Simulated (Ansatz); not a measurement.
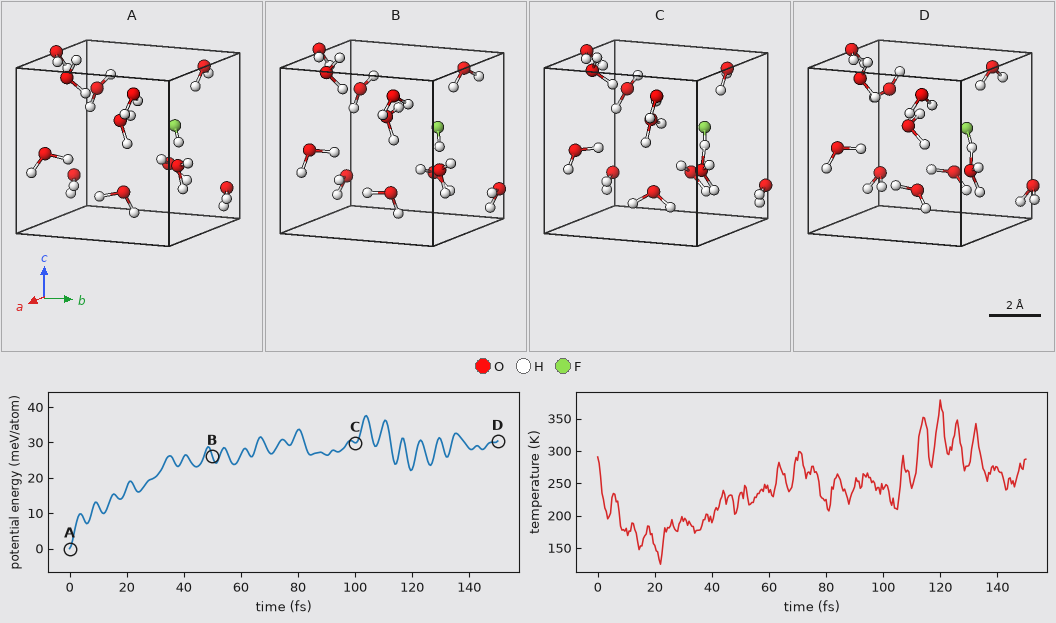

A Born-Oppenheimer molecular dynamics run of a periodic cell with 10 H2O + 1 HF at 1.106 g/cm³, 150 fs long. Frames (A at 0 fs, B at 50 fs, C at 100 fs, D at 150 fs) and the history of the run. A ball-and-stick model of the simulation cell, seen from a free direction.

The calculation used Ansatz, DFT PBE-D3(BJ), scalar-relativistic, plane waves, PAW. Run with plane-wave cutoff 420 eV; k-point mesh 1 × 1 × 1; Fermi-Dirac smearing 0.02 eV; Langevin thermostat (NVT); set temperature 300 K; time step 0.5 fs; H given the mass 2.014 u; friction 0.02 per fs.

Input
```yaml
crystal:
  lattice:
    - [6.698789, 0.0, 0.0]
    - [0.0, 6.698789, 0.0]
    - [0.0, 0.0, 6.698789]
  atoms:
    - { symbol: O, position: [0.28244052, 0.19729629, 0.77256716] }
    - { symbol: H, position: [0.15194614, 0.22684242, 0.83644922] }
    - { symbol: H, position: [0.24235615, 0.13398651, 0.64827879] }
    - { symbol: O, position: [0.00537923, 0.53797031, 0.29670209] }
    - { symbol: H, position: [-0.00829718, 0.64982398, 0.20370738] }
    - { symbol: H, position: [0.14272012, 0.55396234, 0.34668201] }
    - { symbol: O, position: [0.71817781, 0.5505668, 0.67849794] }
    - { symbol: H, position: [0.57119616, 0.55017566, 0.68306387] }
    - { symbol: H, position: [0.74704638, 0.60929687, 0.54674129] }
    - { symbol: O, position: [0.48372976, 0.4641517, 0.19957446] }
    - { symbol: H, position: [0.43358107, 0.50957248, 0.07058773] }
    - { symbol: H, position: [0.52479633, 0.32517404, 0.16924839] }
    - { symbol: O, position: [0.61177219, 0.87793595, 0.41266481] }
    - { symbol: H, position: [0.70613873, 0.98818105, 0.45211603] }
    - { symbol: H, position: [0.58824828, 0.90070967, 0.26975958] }
    - { symbol: O, position: [0.16615648, -0.00743351, 0.21323615] }
    - { symbol: H, position: [0.10444979, -0.05640659, 0.0886678] }
    - { symbol: H, position: [0.29333801, 0.0503611, 0.17305873] }
    - { symbol: O, position: [0.91454342, 0.29201279, 0.95000138] }
    - { symbol: H, position: [0.95043339, 0.37119466, 1.06862537] }
    - { symbol: H, position: [0.85626785, 0.38696773, 0.85396669] }
    - { symbol: O, position: [0.57266415, 0.0650898, 1.03078983] }
    - { symbol: H, position: [0.70039712, 0.13236803, 0.99686013] }
    - { symbol: H, position: [0.48044156, 0.09601725, 0.9192685] }
    - { symbol: O, position: [0.90085668, 0.14272188, 0.47662104] }
    - { symbol: H, position: [0.88228055, 0.28501639, 0.45092218] }
    - { symbol: H, position: [0.99904053, 0.0992973, 0.37377596] }
    - { symbol: O, position: [1.01274191, 0.77318387, 0.90484994] }
    - { symbol: H, position: [0.88554888, 0.74251375, 0.83925482] }
    - { symbol: H, position: [1.11296397, 0.7626556, 0.79942031] }
    - { symbol: F, position: [0.32893325, 0.72818207, 0.59633954] }
    - { symbol: H, position: [0.43623359, 0.80204787, 0.5197399] }
basis:
  ecutwfc: 420.0
kpoints:
  mp_grid: { grid: [1, 1, 1] }
hamiltonian:
  xc: pbe
  dispersion: d3bj
scf:
  occupations: { method: fermi_dirac, width: 0.02 }
  lower_state_search: "off"
md:
  timestep: 0.5
  n_steps: 300
  ensemble: nvt_langevin
  temperature: 300.0
  initial_velocities: maxwell_boltzmann
  seed: 237659
  friction: 0.02
  masses: [{ species: H, mass: 2.014 }]
```

Run as
```bash
ansatz run input.yaml --threads 1 --pin off --max-ram 3072MiB --backend cpu --events-out ev --progress --plain --runs-dir out
```

Q: What happens in this trajectory?

A: The mean temperature in the second half is 271 K (standard deviation 37 K). The potential energy in the second half lies on average 29.3 meV per atom above the first frame. Root-mean-square distances from the starting positions over the second half, with the common drift of all atoms taken out: H 0.42 Å, O 0.31 Å, F 0.12 Å. The heavy atoms stay within a fraction of a molecule's size of their starting places; so short a run doesn't tell a liquid from a solid.

Limits of the set-up: masses were changed (H 2.014 u), which shifts the vibrations; the periodic images lie only 6.7 Å apart, so the values are limited by the cell's size.

The run took 3 min on 1 thread of AMD EPYC 9R45 96-Core Processor (Zen 5), on a shared host, peak memory 0.52 GiB.
